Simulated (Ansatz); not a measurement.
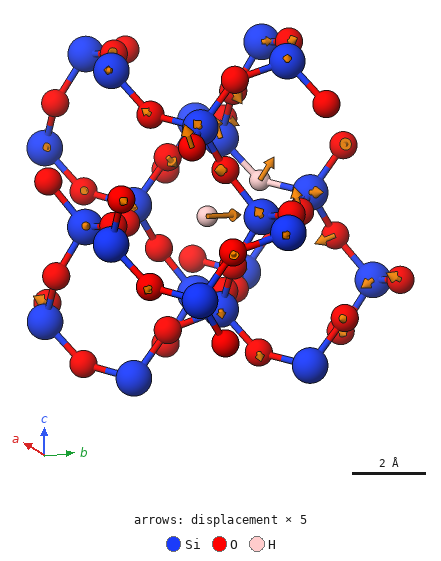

A relaxation of a defect cell of composition Si24O47H2 (cell charge +1). The starting structure is drawn; orange arrows show the displacements, magnified 5 times.

The picture is a ball-and-stick view of the atoms within 5.8 Å of the atom that moves most (axes of the cell of the calculation, reduced to other axes (origin shifted)), seen from a free direction. Lengths and directions refer to the drawn axes.

Method: Ansatz 0.2.0, DFT, PBEsol, PAW, plane waves. Settings: plane-wave cutoff 420 eV; k-point mesh 1 × 1 × 1; mesh shifted by (0.25, 0.25, 0.25); collinear spin; atoms relaxed in a fixed cell; force threshold 0.03 eV/Å; at most 80 steps.

### Which element moves most?

Hydrogen: up to 0.24 Å, against 0.15 Å for oxygen.

### What happened in the run?

The atom that moves furthest is an H atom (0.24 Å along [−2 1 1]). Largest moves by element: H 0.24 Å, O 0.15 Å, Si 0.14 Å. The cell doesn't change. Among the contacts that change: H–Si 1.612 → 1.701 Å, O–Si 1.673 → 1.588 Å, O–Si 1.701 → 1.623 Å, O–Si 1.578 → 1.656 Å. Bond angles that change, for instance: O–Si–H 111.0° → 100.7°, Si–O–Si 142.8° → 152.0°, O–Si–O 106.7° → 115.9°. After 8 geometry steps the energy has fallen by 2.087 eV per cell of the calculation. Largest force component: 4 eV/Å at the start, 0.023 eV/Å at the end.

Limits of the set-up: the cell is charged, on a uniform background, and energies carry no finite-size correction.
